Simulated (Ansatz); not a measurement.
Geometry relaxation of Co (part 1 of 3)

Co (slab, 3 atoms in the cell), computed with DFT PBEsol, scalar-relativistic, plane waves, PAW, spin-polarised (Ansatz 0.2.0).

The structure derives from a Materials Project entry. The input holds or restrains some coordinates. Forces given for the steps count only the free coordinates. It belongs to a series of runs on one base structure; here: clean slab, lower half held. Figures and captions count atoms from 1; the log counts them from 0 in places.

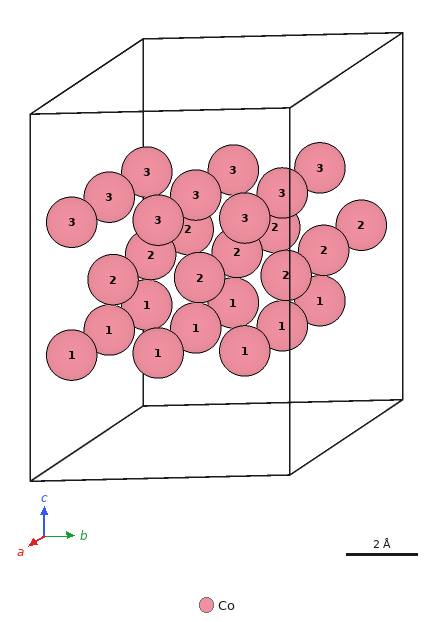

The structure as given in the input (spheres-only view of the 3 × 3 repeat of the cell, with the vacuum cut short, seen slightly off an axis; atoms are numbered from 1 in the order of the input). An atom can appear more than once, as a periodic image.

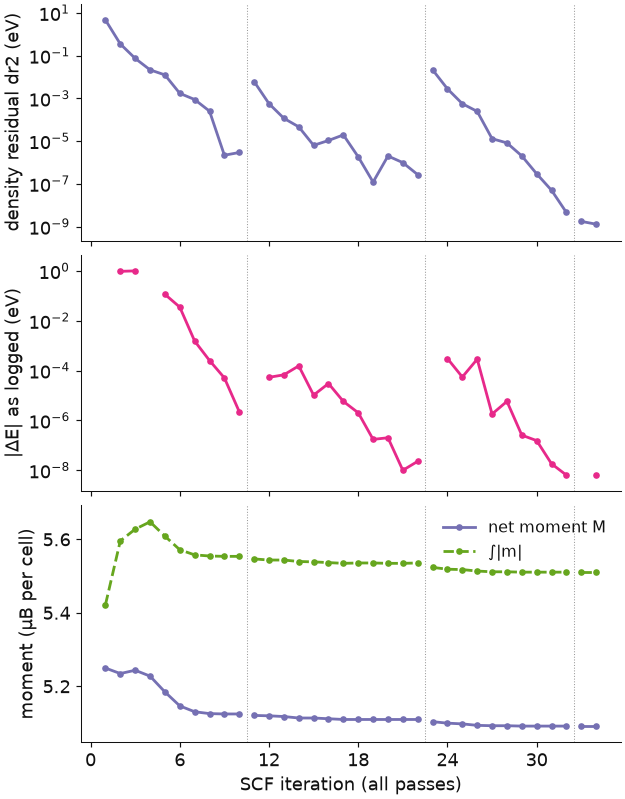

Convergence of the self-consistent field: density residual dr2, size of the energy change and magnetic moment against the SCF iteration. The dotted lines part the SCF passes of the relaxation: geometry steps, rejected trials and re-solves on a re-selected basis. The passes take 10, 12, 10 and 2 iterations. The net moment goes from 5.2 to 5.1 μB per cell.

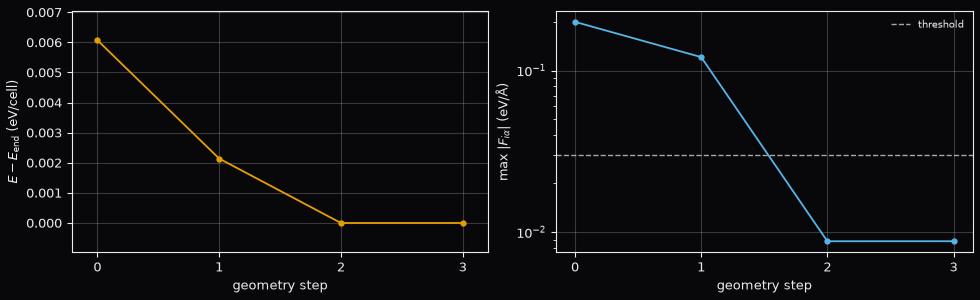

Progress of the restrained relaxation, step by step (the first geometry is step 0 here and step 1 in the log).

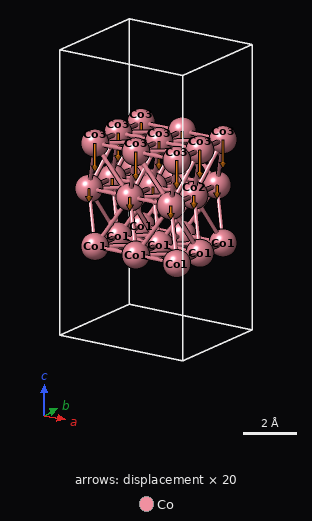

The starting structure with the displacements as orange arrows, magnified 20 times (ball-and-stick view of the 3 × 3 repeat of the cell, with the vacuum cut short, seen slightly off an axis). The atom that moves furthest is Co3 (0.057 Å). The cell stays as it was. Among the contacts that change: Co1–Co2 2.439 → 2.416 Å. The energy falls by 6.1 meV per cell of the calculation in 3 geometry steps. The largest force component goes from 0.2 to 0.0088 eV/Å. (Atoms are counted from 1 in the order of the input.)

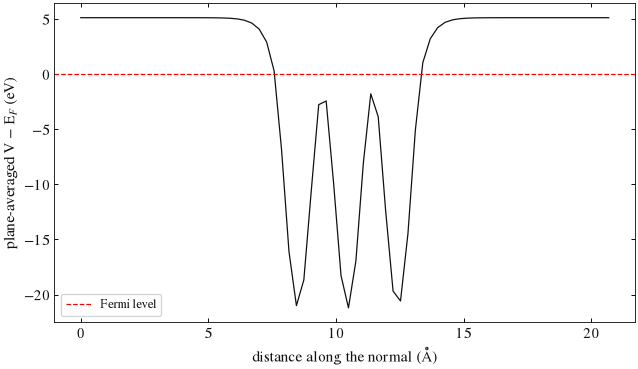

Plane average of the electrostatic potential energy of an electron across the cell, from the Fermi level. The vacuum level lies 5.12 eV above the Fermi level.

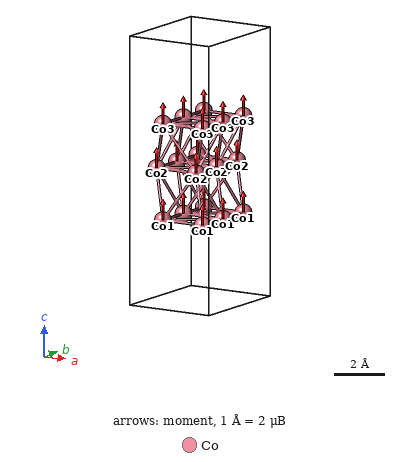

Magnetic moments of the sites as red arrows (ball-and-stick view of the 2 × 3 repeat of the cell, with the vacuum cut short, seen slightly off an axis; atoms are numbered from 1 in the order of the input); small moments hardly show. The run is collinear, so the axis drawn is arbitrary. Site moments: Co1, Co3 (1.77 μB); Co2 (1.72 μB). They are counted near the atoms and needn't add up to the moment of the cell.

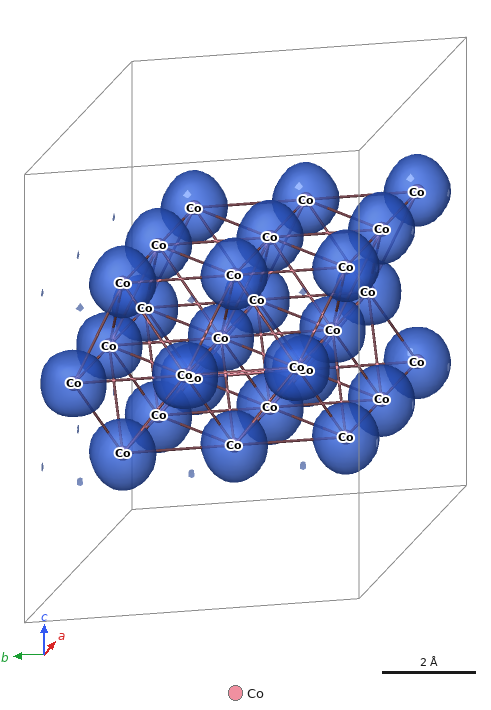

Isosurfaces of the spin density at +0.2 (blue) and −0.2 e/Å³ (red), seen at an oblique angle. Sticks mark near contacts. The cell of the calculation (3 atoms) carries 5.1 μB net. Only one sign reaches the isovalue. In a PAW calculation such maps are meaningful between the atoms, not at the nuclei.

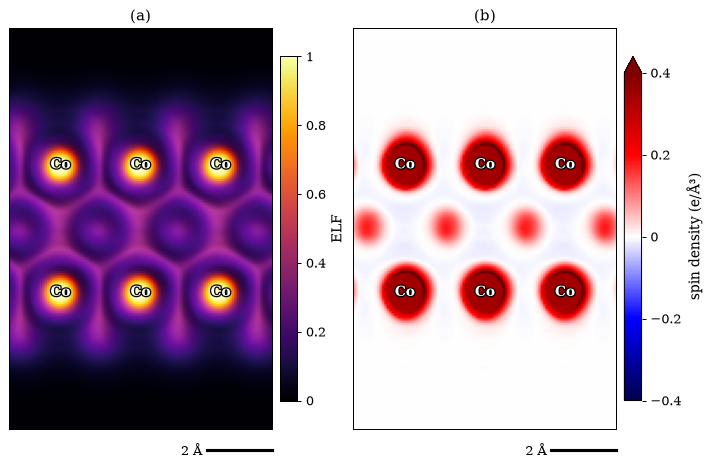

(a) electron localisation function; (b) spin density (up minus down) on the (100) plane of the calculation cell, a cut from vacuum to vacuum. Atoms in the plane: Co. Co–Co (2.46 Å): the ELF is about 0.25 at the midpoint (no localised pair between them). The strong features right at Co lie inside the PAW spheres (semicore, d or f shells) and say nothing about bonding. The cell of the calculation (3 atoms) carries 5.1 μB net.

The input and output of the run follow.

### Input
```yaml
crystal:
  lattice:
    - [2.456418903, 0.0, 0.0]
    - [-1.2282094515, 2.1273211723, 0.0]
    - [0.0, 0.0, 20.969471087]
  atoms:
    - { symbol: Co, position: [0.6666666667, 0.3333333333, 0.4053511872], spin: 1.8 }
    - { symbol: Co, position: [0.3333333333, 0.6666666667, 0.4999973974], spin: 1.8 }
    - { symbol: Co, position: [0.6666666667, 0.3333333333, 0.5946488128], spin: 1.8 }
basis:
  ecutwfc: 420
kpoints:
  mp_grid: { grid: [12, 12, 1] }
hamiltonian:
  xc: pbesol
scf:
  occupations: { method: gaussian, width: 0.1 }
output:
  forces: true
  eigenvalues: true
  populations: true
  write_density: true
  write_potential: true
  elf: true
  volumetric_format: npy
magnetization:
  spin_polarized: true
relax:
  adjacent_minimum: "off"
  f_tol: 0.03
  max_steps: 70
  constraints: [{ sites: [0] }]
efield:
  axis: 3
  dipole_correction: true
  ramp_width: 0.04
```

Run as:
```bash
ansatz run input.yaml --threads 1 --pin off --max-ram 2560MiB --backend cpu --events-out ev --progress --plain --runs-dir out
```

### Output
```
Engine: ansatz 0.2.0, x86_64-unknown-linux-gnu
Pseudopotentials: kind: paw
Pseudopotential: Co, paw, valence charge 17, recommended cutoff 420 eV (normal), Co.paw.azcp
Functional definition: PBEsol
  exchange = pbesol_x
  correlation = pbesol_c
Crystal: 3 atoms, lattice volume = 109.578 Å³
Basis set: ecut = 420 eV, 2057 PW (Γ), exchange–correlation on 36×36×288 points (8 copies of the dense FFT grid, shifted against one another)
Bands: 34, of which v1, the nominal top of the filled ones, is band 26 counted from 1 (25 counted from 0)
Symmetry: 6 space group operations
k-points: 19 of 144 (time reversal used)
Non-local potential: Co, projectors of the file, l = 0: 3, l = 1: 2, l = 2: 3, l = 3: 1
PAW form: soft (Blöchl's): semilocal exchange-correlation on the pseudo side does not see the compensation charge
PAW frozen core: Co, regenerated for the run's functional, and the local potential with it (the file was generated under x = pbe(κ = 0.804, μ = 0.2195149727645171), c = pbe(β = 0.06672455060314922))
PAW one-centre angular grid: Co, 590 points (default); XC on 64 Gauss nodes
Initial density: superposition of atomic densities (neutral atoms: chi_scale 0, normalization atom)
Starting moments: Σ|m| = 5.4 μB on 3 of 3 sites
Initial wavefunctions: pseudopotential atomic-orbital guess
Functional: x = pbesol(κ = 0.804, μ = 0.12345679012345678), c = pbesol(β = 0.046)
SCF iter   1: F=—  HF=-15276.288788 eV  |F-HF|=—  |Δ(HF+E_count)|=         —  Δρ=5.03e-2 (↑1.49e-2 ↓5.03e-2)  dr2=4.76e0  dr2_m=4.08e-1  M=5.250 μB ∫|m|=5.422 μB  β_m=1.00  ethr=3.10e-3  p=-0.000 e·Å  D=-3.41e-9 V/Å  ΔV_dip=0.00 eV  dr2_dipole=5.11e-8  V_vac-E_F(+/−)=7.55/7.55 eV  ⟨swp⟩=11.2  Hψ=7369  notcnv=0
Mixer restart at iter 1: flushing history
efield: sawtooth ramp at fractional position 0.9800 (placed from the atoms, in the widest stretch of the axis that holds none; the zero of the levels goes with the place), width 0.0400; the density the first Hamiltonian is built on has a dipole p = -0.000 e·Å; the dipole correction subtracts the counter field D = -3.41e-9 V/Å, which shifts the + side's vacuum level by +0.00 eV against the − side's; the planar-averaged density in the ramp window peaks in size at 1.2e-6 e/Å³
preconditioner: auto → LDOS  [metal: Δε(μ)=0.060 eV  Ē_g=7.306 eV  σ=0.100 eV  W_gap=0.32  n_scr=16 (ndim 8)  ℏωp=18.4 eV  f_vac=0.632  D(μ)=3.31/eV (n_scr^D=14)]
spin=Collinear: LDOS preconditioning applied to the charge; magnetization (m = ρ↑ − ρ↓) channel mixes plain (no charge-response kernel on spin).
SCF iter   2: F=—  HF=-15275.321929 eV  |F-HF|=—  |Δ(HF+E_count)|=   9.67e-1  Δρ=1.00e-2 (↑1.00e-2 ↓8.06e-3)  dr2=3.58e-1  dr2_m=4.44e-2  M=5.235 μB ∫|m|=5.596 μB  β_m=0.34  ethr=3.10e-3  p=0.000 e·Å  D=2.24e-5 V/Å  ΔV_dip=-0.00 eV  dr2_dipole=2.02e-7  V_vac-E_F(+/−)=6.54/6.54 eV  ⟨swp⟩=2.8  Hψ=2554  notcnv=0  defer=83
density mixer auto → msr1: a metal under ldos (density of states about μ 2.95 of a free-electron gas's, 16 screened modes)
SCF iter   3: F=—  HF=-15276.331664 eV  |F-HF|=—  |Δ(HF+E_count)|=    1.01e0  Δρ=4.72e-3 (↑4.72e-3 ↓4.34e-3)  dr2=7.54e-2  dr2_m=9.65e-3  M=5.244 μB ∫|m|=5.628 μB  β_m=0.47  ethr=7.02e-4  p=0.000 e·Å  D=1.78e-5 V/Å  ΔV_dip=-0.00 eV  dr2_dipole=4.45e-8  V_vac-E_F(+/−)=5.99/5.99 eV  ⟨swp⟩=2.9  Hψ=2238  notcnv=0  defer=84
SCF iter   4: F=—  HF=-15277.142401 eV  |F-HF|=—  |Δ(HF+E_count)|=         —  Δρ=3.08e-3 (↑2.86e-3 ↓3.08e-3)  dr2=2.19e-2  dr2_m=2.70e-3  M=5.228 μB ∫|m|=5.648 μB  β_m=0.47  ethr=1.48e-4  p=0.000 e·Å  D=8.74e-6 V/Å  ΔV_dip=-0.00 eV  dr2_dipole=1.39e-8  V_vac-E_F(+/−)=5.47/5.47 eV  ⟨swp⟩=3.2  Hψ=2766  notcnv=0  defer=85
SCF iter   5: F=—  HF=-15277.258073 eV  |F-HF|=—  |Δ(HF+E_count)|=   1.16e-1  Δρ=3.01e-3 (↑1.34e-3 ↓3.01e-3)  dr2=1.27e-2  dr2_m=1.96e-3  M=5.185 μB ∫|m|=5.609 μB  β_m=0.74  ethr=4.29e-5  p=-0.000 e·Å  D=-2.94e-6 V/Å  ΔV_dip=0.00 eV  dr2_dipole=2.56e-9  V_vac-E_F(+/−)=5.34/5.34 eV  ⟨swp⟩=2.2  Hψ=2219  notcnv=0  defer=85
SCF iter   6: F=—  HF=-15277.293496 eV  |F-HF|=—  |Δ(HF+E_count)|=   3.54e-2  Δρ=1.14e-3 (↑5.72e-4 ↓1.14e-3)  dr2=1.74e-3  dr2_m=3.78e-4  M=5.147 μB ∫|m|=5.572 μB  β_m=0.87  ethr=2.49e-5  p=-0.000 e·Å  D=-1.73e-7 V/Å  ΔV_dip=0.00 eV  dr2_dipole=1.59e-8  V_vac-E_F(+/−)=5.20/5.20 eV  ⟨swp⟩=2.1  Hψ=2181  notcnv=0  defer=87
SCF iter   7: F=—  HF=-15277.295033 eV  |F-HF|=—  |Δ(HF+E_count)|=   1.54e-3  Δρ=5.63e-4 (↑3.39e-4 ↓5.63e-4)  dr2=8.93e-4  dr2_m=5.43e-5  M=5.131 μB ∫|m|=5.558 μB  β_m=0.89  ethr=3.41e-6  p=-0.000 e·Å  D=-2.97e-5 V/Å  ΔV_dip=0.00 eV  dr2_dipole=1.81e-7  V_vac-E_F(+/−)=5.17/5.17 eV  ⟨swp⟩=2.1  Hψ=2233  notcnv=0  defer=87
SCF iter   8: F=—  HF=-15277.295288 eV  |F-HF|=—  |Δ(HF+E_count)|=   2.55e-4  Δρ=3.54e-4 (↑3.09e-4 ↓3.54e-4)  dr2=2.55e-4  dr2_m=3.59e-6  M=5.126 μB ∫|m|=5.555 μB  β_m=0.69  ethr=1.75e-6  p=0.000 e·Å  D=3.40e-5 V/Å  ΔV_dip=-0.00 eV  dr2_dipole=4.71e-7  V_vac-E_F(+/−)=5.14/5.14 eV  ⟨swp⟩=2.9  Hψ=2665  notcnv=0  defer=88
SCF iter   9: F=—  HF=-15277.295237 eV  |F-HF|=—  |Δ(HF+E_count)|=   5.10e-5  Δρ=5.29e-5 (↑5.29e-5 ↓3.91e-5)  dr2=2.20e-6  dr2_m=1.20e-6  M=5.125 μB ∫|m|=5.554 μB  β_m=0.74  ethr=4.99e-7  p=-0.000 e·Å  D=-1.18e-5 V/Å  ΔV_dip=0.00 eV  dr2_dipole=1.38e-8  V_vac-E_F(+/−)=5.14/5.14 eV  ⟨swp⟩=2.0  Hψ=1747  notcnv=0  defer=88
SCF iter  10: F=-15277.295237 eV  HF=-15277.295239 eV  |F-HF|=2.56e-6  |Δ(HF+E_count)|=   2.25e-6  Δρ=4.11e-5 (↑1.69e-5 ↓4.11e-5)  dr2=2.96e-6  dr2_m=2.75e-7  M=5.125 μB ∫|m|=5.554 μB  ethr=4.31e-9  p=0.000 e·Å  D=1.55e-5 V/Å  ΔV_dip=-0.00 eV  dr2_dipole=7.67e-9  V_vac-E_F(+/−)=5.13/5.13 eV  ⟨swp⟩=18.2  Hψ=13024  notcnv=0
SCF 1 converged in 10 iterations: F = -15277.295237 eV  dr2 = 2.96e-6
  greatest PAW one-centre occupation: 1.002 electrons in one spin orbital (limit 2), on the Co atom at site 2 (counted from 0), in its partial waves of l = 1
relax step   1: F+E_penalty+E_count = -15277.29523656 eV  Δ(F+E_penalty+E_count) = +0.000e0 eV  max|allowed force component| = 2.000e-1 eV/Å  Δτ_max = 0.0000 Å  (10 SCF iters, dr2 threshold 2.25e-5 eV, accepted)
Initial density: handed on by an earlier stage of this run
Starting moments: Σ|m| = 5.4 μB on 3 of 3 sites; this step starts from the density that it was given
Initial wavefunctions: those handed on with the density
iter 1 solved again at ethr=1.52e-5 eV; its pass at ethr=3.10e-3 eV (dr2=7.77e-3 eV) is discarded
```
